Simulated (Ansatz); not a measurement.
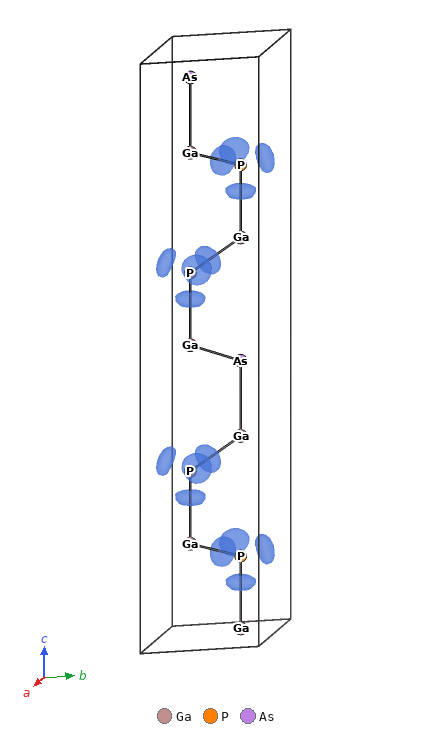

The picture shows: Ga₃AsP₂. Isosurface of the electron localisation function at 0.85 (blue), seen slightly off an axis. Core shells and regions of very low density are left out. Sticks mark near contacts.

Space group P6₃mc; a structure generated by program, which may or may not match a known phase.

Level of theory: DFT PBE, scalar-relativistic, plane waves, PAW (Ansatz).

```xyz
12
Lattice="3.9359 0.0000 0.0000 -1.9679 3.4086 0.0000 0.0000 0.0000 19.4699" Properties=species:S:1:pos:R:3 pbc="T T T"
Ga    0.0000    2.2724    6.4243
Ga    0.0000    2.2724   12.9796
Ga    0.0000    2.2724    0.0676
Ga    1.9680    1.1362    3.2447
Ga    1.9680    1.1362    9.8025
Ga    1.9680    1.1362   16.1593
P     0.0000    2.2724    2.4592
P     0.0000    2.2724   15.3789
P     1.9680    1.1362    5.6439
P     1.9680    1.1362   12.1942
As    0.0000    2.2724    8.9120
As    1.9680    1.1362   18.6469
```

What do the ELF domains correspond to?

At this value the surface marks out 16 lobes of the valence shell of P pointing towards Ga (polar bonds), counted in one cell of 12 atoms. Any copies at cell faces, edges or corners count once. Profiles from the grid: Ga–P (2.39 Å): the ELF peaks at about 0.90 in the valence shell of P, 0.7 Å from its nucleus, and is about 0.75 at the midpoint. Ga–As (2.44 Å): the ELF peaks at about 0.80 between the atoms (a shared electron pair).

Metal or insulator at this level of theory?

It is gapped, with a Kohn–Sham gap of 0.90 eV on the k-point mesh (the band edges may lie off the mesh, which would make the gap smaller).
